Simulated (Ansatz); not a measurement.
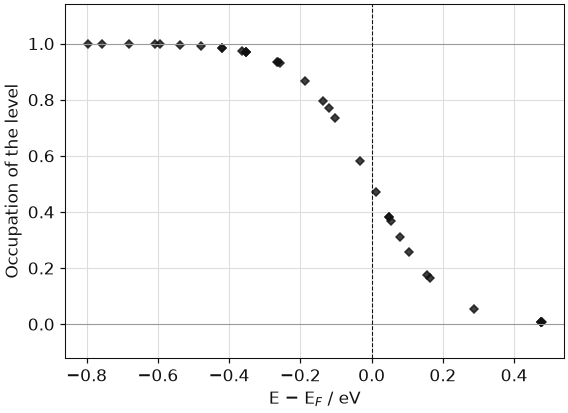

Occupations of the one-electron levels of the k mesh against their energy, from a run on Pt, space group Fm-3m, 1 atom in the cell, with Ansatz.

Name the smearing function and its width.

Fermi-Dirac smearing with a width of 0.1 eV. The occupations stay between 0 and 1 and have long exponential tails; the slope at the Fermi level is 1/(4 × width).
